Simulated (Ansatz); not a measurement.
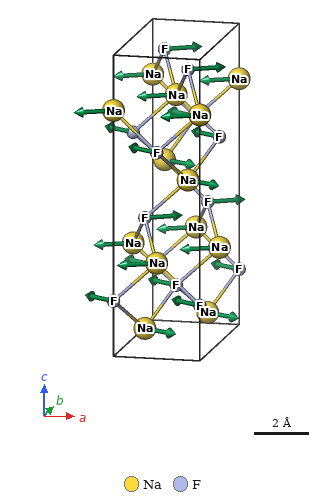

The lowest optical mode of solid NaF (a generated structure), space group Fdd2 (No. 43), at the zone centre. Displacements are drawn as green arrows; their common scale and sign are arbitrary. The picture is a ball-and-stick view of the conventional cell (4 times the calculation's cell), seen slightly off an axis. Lengths and directions refer to the drawn axes.

Method: Ansatz, DFT PBE, scalar-relativistic, plane waves, PAW.

Input file:
```yaml
crystal:
  lattice:
    - [0.0, 3.1680796494, 5.747318879]
    - [1.6517819889, 0.0, 5.747318879]
    - [1.6517819889, 3.1680796494, 0.0]
  atoms:
    - { symbol: Na, position: [0.1836448607, 0.1836448607, 0.8163551393] }
    - { symbol: Na, position: [0.4336448607, 0.4336448607, 0.0663551393] }
    - { symbol: F, position: [0.8163551393, 0.8163551393, 0.1836448607] }
    - { symbol: F, position: [0.0663551393, 0.0663551393, 0.4336448607] }
basis:
  ecutwfc: 420
kpoints:
  mp_grid: { grid: [8, 8, 8] }
hamiltonian:
  xc: pbe
scf:
  occupations: { method: fixed }
output:
  eigenvalues: true
phonons:
  method: dfpt
  dielectric: true
  rigid_motions: translations
  eigenvectors: true
```

Launched with:
```bash
ansatz run input.yaml --threads 1 --pin off --max-ram 3072MiB --backend cpu --events-out ev --progress --plain --runs-dir out
```

Frequencies are those without the non-analytic (LO–TO) term.

Q: Is this crystal at a minimum with respect to the drawn distortion?

A: No. This is the B₂ mode at 95i cm⁻¹, the lowest optical level, infrared- and Raman-active by symmetry. It mainly bends the F–Na bonds; the kinetic energy is shared as Na 51 %, F 49 %. The frequency is imaginary, so the structure is unstable against this distortion. Freezing in the drawn pattern lowers the space group from Fdd2 to Cc (No. 9). Its infrared intensity is 1 (D/Å)²/amu.
